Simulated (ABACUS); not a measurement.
**Band-structure run, with input and output: BP (part 2 of 2)**

BP (F-43m, 2 atoms in the cell); Kohn-Sham DFT of a periodic cell, SCAN, SG15 ONCV 1.2 PBE, no spin polarisation (ABACUS 3.10.1); cutoff 1197.3 eV, 6×6×6 k-mesh, fermi-dirac of 0.05 eV. The structure derives from an entry of the Crystallography Open Database.

Geometry of the input (Å; fractional positions):
```
0.0000  2.2690  2.2690
2.2690  0.0000  2.2690
2.2690  2.2690  0.0000
P  0.7500  0.7500  0.7500
B  0.0000  0.0000  0.0000
```

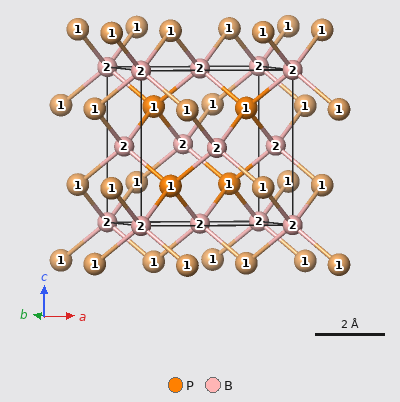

**Figure 1.** The structure as given in the input (ball-and-stick view of the cell 4 times as large as that of the calculation, set on its symmetry axes, seen at an oblique angle; neighbours outside the cell are drawn fainter; atoms are numbered from 1 in the order of the input).

Output, continued:
```
----------------------------------------------------------

 PW ALGORITHM --------------- ION=   1  ELEC=   2--------------------------------

 Density error is 0.0134809140255
                          Error Threshold = 0.00147988901116
----------------------------------------------------------
     Energy           Rydberg                 eV
----------------------------------------------------------
 E_KohnSham     -18.9235693883       -257.4683701793
 E_Harris       -18.8466808025       -256.4222473013
 E_Fermi        0.7160850428         9.7428368342
----------------------------------------------------------

 PW ALGORITHM --------------- ION=   1  ELEC=   3--------------------------------

 Density error is 0.00106058269426
                          Error Threshold = 0.000168511425318
----------------------------------------------------------
     Energy           Rydberg                 eV
----------------------------------------------------------
 E_KohnSham     -18.9254004482       -257.4932830271
 E_Harris       -18.8993865494       -257.1393457771
 E_Fermi        0.7266976115         9.8872282398
----------------------------------------------------------

 PW ALGORITHM --------------- ION=   1  ELEC=   4--------------------------------

 Density error is 2.13531643893e-05
                          Error Threshold = 1.32572836783e-05
----------------------------------------------------------
     Energy           Rydberg                 eV
----------------------------------------------------------
 E_KohnSham     -18.9255601047       -257.4954552651
 E_Harris       -18.9305588346       -257.5634664743
 E_Fermi        0.7323325427         9.9638954121
----------------------------------------------------------

 PW ALGORITHM --------------- ION=   1  ELEC=   5--------------------------------

 Density error is 1.42827229699e-05
                          Error Threshold = 2.66914554866e-07
----------------------------------------------------------
     Energy           Rydberg                 eV
----------------------------------------------------------
 E_KohnSham     -18.9255673440       -257.4955537613
 E_Harris       -18.9226067538       -257.4552728643
 E_Fermi        0.7313879034         9.9510429342
----------------------------------------------------------

 PW ALGORITHM --------------- ION=   1  ELEC=   6--------------------------------

 Density error is 3.53784101454e-08
                          Error Threshold = 1.78534037124e-07
----------------------------------------------------------
     Energy           Rydberg                 eV
----------------------------------------------------------
 E_KohnSham     -18.9255713854       -257.4956087476
 E_Harris       -18.9255278923       -257.4950169933
 E_Fermi        0.7318102319         9.9567890084
----------------------------------------------------------

 PW ALGORITHM --------------- ION=   1  ELEC=   7--------------------------------

 Density error is 8.33313075314e-09
                          Error Threshold = 4.42230126817e-10
----------------------------------------------------------
     Energy           Rydberg                 eV
----------------------------------------------------------
 E_KohnSham     -18.9255713993       -257.4956089369
 E_KS(sigma->0) -18.9255713992       -257.4956089351
 E_Harris       -18.9256651625       -257.4968846501
 E_band         1.3861466917         18.8594932704
 E_one_elec     6.4319794643         87.5115701337
 E_Hartree      1.2818690028         17.4407225273
 E_xc           -5.6561803251        -76.9562813363
 E_Ewald        -20.9832395411       -285.4916202580
 E_entropy(-TS) -0.0000000003        -0.0000000036
 E_descf        0.0000000000         0.0000000000
 E_exx          0.0000000000         0.0000000000
 E_Fermi        0.7318177599         9.9568914321
----------------------------------------------------------

 charge density convergence is achieved
 final etot is -257.49560894 eV
 EFERMI = 9.9568914321 eV
The vacuum level is 10.055977423 eV

 STATE ENERGY(eV) AND OCCUPATIONS    NSPIN == 1
 1/16 kpoint (Cartesian) = 0.0000 0.0000 0.0000 (532 pws)
       1       -7.05051     0.00925926
       2        9.13543     0.00925926
       3        9.13543     0.00925926
       4        9.13543     0.00925926
       5        12.9643    6.98868e-29
       6        12.9643    6.98868e-29
       7        12.9643    6.98868e-29
       8        17.0685    1.57103e-64
       9        21.3479        0.00000
      10        21.9489        0.00000
      11        21.9489        0.00000
      12        25.8593        0.00000
      13        25.8593        0.00000
      14        25.8593        0.00000

 2/16 kpoint (Cartesian) = 0.11785 0.11785 0.11785 (540 pws)
       1       -6.53102      0.0740741
       2        6.19708      0.0740741
       3        8.45481      0.0740741
       4        8.45481      0.0740741
       5        13.5821    2.40557e-33
       6        13.9082    3.54034e-36
       7        13.9082    3.54034e-36
       8        18.4482    1.30233e-75
       9        20.7449        0.00000
      10        20.7449        0.00000
      11        22.6729        0.00000
      12        25.2285        0.00000
      13        28.8194        0.00000
      14        28.8194        0.00000

 3/16 kpoint (Cartesian) = 0.23570 0.23570 0.23570 (542 pws)
       1       -5.05479      0.0740741
       2        2.12478      0.0740741
       3        7.61279      0.0740741
       4        7.61279      0.0740741
       5        13.4340    4.65289e-32
       6        14.4950    2.83151e-41
       7        14.4950    2.83151e-41
       8        20.0507        0.00000
       9        21.7661        0.00000
      10        21.7661        0.00000
      11        23.3450        0.00000
      12        27.9556        0.00000
      13        31.1066        0.00000
      14        31.1066        0.00000

 4/16 kpoint (Cartesian) = 0.35355 0.35355 0.35355 (542 pws)
       1       -3.60036      0.0370370
       2      -0.267449      0.0370370
       3        7.30609      0.0370370
       4        7.30609      0.0370370
       5        13.3054    3.04739e-31
       6        14.3422    3.00725e-40
       7        14.3422    3.00725e-40
       8        20.0572        0.00000
       9        24.6837        0.00000
      10        24.6837        0.00000
      11        24.8844        0.00000
      12        27.5956        0.00000
      13        27.5956        0.00000
      14        27.9280        0.00000

 5/16 kpoint (Cartesian) = 0.0000 0.0000 0.23570 (551 pws)
       1       -6.35646      0.0555556
       2        7.09211      0.0555556
       3        7.35882      0.0555556
       4        7.35882      0.0555556
       5        11.9655    1.98515e-19
       6        15.5287    2.22931e-50
       7        15.5287    2.22931e-50
       8        16.6029    1.04261e-59
       9        20.4496        0.00000
      10        22.7022        0.00000
      11        23.4615        0.00000
      12        27.2154        0.00000
      13        27.2154        0.00000
      14        28.3379        0.00000

 6/16 kpoint (Cartesian) = 0.11785 0.11785 0.35355 (547 pws)
       1       -5.18445       0.222222
       2        3.58410       0.222222
       3        6.51643       0.222222
       4        6.52193       0.222222
       5        12.4812    2.63714e-23
       6        15.9012    5.19266e-53
       7        16.2992    1.81373e-56
       8        16.6771    9.46574e-60
       9        22.5486        0.00000
      10        23.5062        0.00000
      11        24.8384        0.00000
      12        27.7500        0.00000
      13        29.9263        0.00000
      14        32.5684        0.00000

[... levels at 10 further k points ...]

------------------------------------------------------------------------------------------
 TOTAL-FORCE (eV/Angstrom)
------------------------------------------------------------------------------------------
                        P1         0.0000000000         0.0000000000         0.0000000000
                        B1         0.0000000000         0.0000000000         0.0000000000
------------------------------------------------------------------------------------------

----------------------------------------------------------------
 TOTAL-STRESS (KBAR)
----------------------------------------------------------------
        -8.6091516827        -0.0000000000         0.0000000000
        -0.0000000000        -8.6091516827         0.0000000000
        -0.0000000000         0.0000000000        -8.6091516827
----------------------------------------------------------------
 TOTAL-PRESSURE: -8.609152 KBAR

 --------------------------------------------
 !FINAL_ETOT_IS -257.4956089368985204 eV
 --------------------------------------------
```

Standard output:
```
ABACUS v3.10.1

               Atomic-orbital Based Ab-initio Computation at UStc

 dft_functional readin is: scan
 dft_functional in pseudopot file is: PBE
 Please make sure this is what you need
 dft_functional readin is: scan
 dft_functional in pseudopot file is: PBE
 Please make sure this is what you need
 UNIFORM GRID DIM        : 40 * 40 * 40
 UNIFORM GRID DIM(BIG)   : 40 * 40 * 40
 ---------------------------------------------------------
 Self-consistent calculations for electrons
 ---------------------------------------------------------
 SPIN    KPOINTS         PROCESSORS  THREADS
 1       16              4           4
 ---------------------------------------------------------
 Use plane wave basis
 ---------------------------------------------------------
 ELEMENT NATOM       XC
 P       1
 B       1
 ---------------------------------------------------------
 Initial plane wave basis and FFT box
 ---------------------------------------------------------
 -------------------------------------------
 SELF-CONSISTENT :
 -------------------------------------------
 START CHARGE      : atomic
 ITER       ETOT/eV          EDIFF/eV         DRHO         DKIN     TIME/s
 DA1     -2.57166775e+02   0.00000000e+00   1.1839e-01   1.5294e-01   2.63
 DA2     -2.57468370e+02  -3.01595135e-01   1.3481e-02   4.6378e-02   1.55
 DA3     -2.57493283e+02  -2.49128478e-02   1.0606e-03   3.2359e-03   1.53
 DA4     -2.57495455e+02  -2.17223799e-03   2.1353e-05   3.0420e-03   1.69
 DA5     -2.57495554e+02  -9.84962843e-05   1.4283e-05   8.9975e-04   1.83
 DA6     -2.57495609e+02  -5.49862913e-05   3.5378e-08   9.9809e-05   1.62
 DA7     -2.57495609e+02  -1.89257825e-07   8.3331e-09   1.0259e-04   1.96
----------------------------------------------------------------
 TOTAL-STRESS (KBAR)
----------------------------------------------------------------
        -8.6091516827        -0.0000000000         0.0000000000
        -0.0000000000        -8.6091516827         0.0000000000
        -0.0000000000         0.0000000000        -8.6091516827
----------------------------------------------------------------
 TOTAL-PRESSURE: -8.609152 KBAR
```

Summary:

```json
{"quantity": "outcome", "value": "converged"}
{"quantity": "space group (tolerance 0.01 Å)", "value": "F-43m (216)"}
{"quantity": "electrons treated", "value": "8"}
{"quantity": "free energy", "value": "−257.4956 eV"}
{"quantity": "Fermi energy of the self-consistent step", "value": "9.957 eV"}
{"quantity": "gap on the k-point mesh", "value": "1.68 eV"}
{"quantity": "pressure", "value": "−0.86 GPa"}
{"quantity": "largest force (length of the vector)", "value": "under 0.001 eV/Å"}
{"quantity": "hardware", "value": "4 threads of Intel Xeon @ 2.50GHz (Skylake/Cascade Lake), 16 GiB of memory available, shared host"}
{"quantity": "wall time", "value": "14 s (CPU time 56 s)"}
{"quantity": "peak memory", "value": "0.24 GiB"}
```
